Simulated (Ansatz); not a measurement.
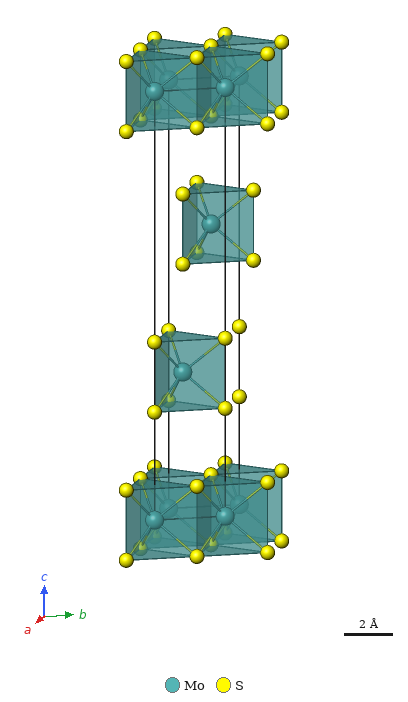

**Figure 1.** The structure (polyhedral view of the cell 3 times as large as that of the calculation, set on its symmetry axes, seen slightly off an axis; polyhedra are completed across the faces of the cell).

# Single-point calculation, with input and output: MoS2 (part 1 of 3)

System: MoS2 (R3m, 3 atoms in the cell).
Method: DFT PBE, scalar-relativistic, plane waves, PAW, spin-polarised (Ansatz 0.2.0).

The structure derives from an entry of the Crystallography Open Database. It belongs to a series of runs on one base structure; here: natural orbitals of the symmetric run, filled by rank. Figures and captions count atoms from 1; the log counts them from 0 in places.

**Input**
```yaml
crystal:
  lattice:
    - [1.58149989, 0.91307939, 6.12332821]
    - [-1.58149989, 0.91307939, 6.12332821]
    - [0.0, -1.82615878, 6.12332821]
  atoms:
    - { symbol: Mo, position: [0.0, 0.0, 0.0], spin: 2.0 }
    - { symbol: S, position: [0.7484, 0.7484, 0.7484] }
    - { symbol: S, position: [0.5849, 0.5849, 0.5849] }
basis:
  ecutwfc: 420
  ecutrho_ratio: 4
kpoints:
  mp_grid: { grid: [7, 7, 7] }
hamiltonian:
  xc: pbe
  hubbard:
    sites:
      - { site: 0, l: d, u_eff: 0.0, starting_ns: [{ spin: up, occupation_matrix: s0up }, { spin: down, occupation_matrix: s0down }] }
    occupation_matrices:
      s0up:
        matrix:
          - [0.97, 0.0, 0.0, 0.0, 0.0]
          - [0.0, 0.02002, 0.0, 0.0, -0.00475]
          - [0.0, 0.0, 0.02, 0.0, 0.0]
          - [0.0, 0.0, 0.0, 0.02, 0.0]
          - [0.0, -0.00475, 0.0, 0.0, 0.96998]
      s0down:
        matrix:
          - [0.02, 0.0, 0.0, 0.0, 0.0]
          - [0.0, 0.02, 0.0, 0.0, 0.0]
          - [0.0, 0.0, 0.02, 0.0, 0.0]
          - [0.0, 0.0, 0.0, 0.02, 0.0]
          - [0.0, 0.0, 0.0, 0.0, 0.02]
    ns_hold: { iters: 10 }
scf:
  occupations: { method: gaussian, width: 0.05 }
  lower_state_search: "off"
  max_iter: 150
output:
  forces: true
  stress: true
  eigenvalues: true
  populations: true
  hubbard: { sites: [{ site: 0, l: d }] }
  write_density: true
  write_potential: true
  elf: true
  volumetric_format: npy
magnetization:
  spin_polarized: true
```

Run as:
```bash
ansatz run input.yaml --threads 2 --pin off --max-ram 3072MiB --backend cpu --events-out ev --progress --plain --runs-dir out
```

**What the program printed**
```
Warning: crystal.symmetry: narrowed to the stabiliser of the occupation matrices — unitary ops 6 → 2; lowered by the specified shell (site 0, l: d); largest admitted image defect 4.4e-16, smallest excluded 7.1e-1 — at a splitting's scale: the group the occupation matrices' own texture admits
basis.fft_grid_basis auto: the FFT boxes are laid along the combinations [[1, -1, 0], [0, 1, 0], [0, -1, 1]] of the cell's own vectors, 3.163, 6.390 and 3.163 Å long. The dense box has 24×45×24 points. Along the cell's own vectors, as sized, it would have 45×45×45, 3.52 times as many. Of the 6 symmetry operations that the crystal satisfies within crystal.symmetry.tolerance (time reversal apart; of a slab, those that keep its plane) the dense box along the cell's own vectors carries 6, and the one as laid loses 4 of those. basis.fft_grid_basis: typed keeps the cell's own vectors: state it where this run's energies or levels are differenced outside the engine with another run's, or held beside a run that keeps those vectors. Those combinations have planes normal to reciprocal vector 3, as the cell's own vectors have. Each planar average written beside output.write_density, output.write_potential has a row for each plane of the box: 24. The volumetric files lie along those combinations, not along the cell's own vectors: a cube or XSF file states them, and fields.json those of NumPy files.
Mo: projections on atomic orbitals take those of the free atom [Ar 3d10] 4s2 4p6 4d5 5s1, of charge +0.00 (hamiltonian.pseudopotentials.projection_atoms); the dataset's partial waves leave at most 6.0e-6 of an orbital's norm unspanned inside its sphere
S: projections on atomic orbitals take those of the free atom [Ne] 3s2 3p4, of charge +0.00 (hamiltonian.pseudopotentials.projection_atoms); the dataset's partial waves leave at most 1.6e-7 of an orbital's norm unspanned inside its sphere
Engine: ansatz 0.2.0, x86_64-unknown-linux-gnu
Pseudopotentials: kind: paw
Pseudopotential: Mo, paw, valence charge 14, recommended cutoff 420 eV (normal), Mo.paw.azcp
Pseudopotential: S, paw, valence charge 6, recommended cutoff 420 eV (normal), S.paw.azcp
Functional definition: PBE
  parameter kappa = 0.804
  parameter beta = 0.06672455060314922
  exchange = pbe_x(kappa = kappa, mu = beta*pi^2/3)
  correlation = pbe_c(beta = beta)
Crystal: 3 atoms, lattice volume = 53.054 Å³
Basis set: ecut = 420 eV, 1011 PW (Γ), FFT grids on a1−a2, a2, −a2+a3, exchange–correlation on 48×90×48 points (8 copies of the dense FFT grid, shifted against one another)
Bands: 18, of which v1, the nominal top of the filled ones, is band 13 counted from 1 (12 counted from 0)
Symmetry: 2 space group operations
k-points: 100 of 343 (time reversal used)
Non-local potential: Mo, projectors of the file, l = 0: 3, l = 1: 2, l = 2: 2, l = 3: 1
Non-local potential: S, projectors of the file, l = 0: 2, l = 1: 2, l = 2: 2
PAW form: soft (Blöchl's): semilocal exchange-correlation on the pseudo side does not see the compensation charge
PAW one-centre angular grid: Mo, 590 points (default); XC on 64 Gauss nodes
PAW one-centre angular grid: S, 110 points (default); XC on 64 Gauss nodes
Initial density: superposition of atomic densities (chi_scale 0.1, normalization cell)
Starting moments: Σ|m| = 2 μB on 1 of 3 sites
Initial wavefunctions: pseudopotential atomic-orbital guess
Functional: x = pbe(κ = 0.804, μ = 0.2195149727645171), c = pbe(β = 0.06672455060314922)
```
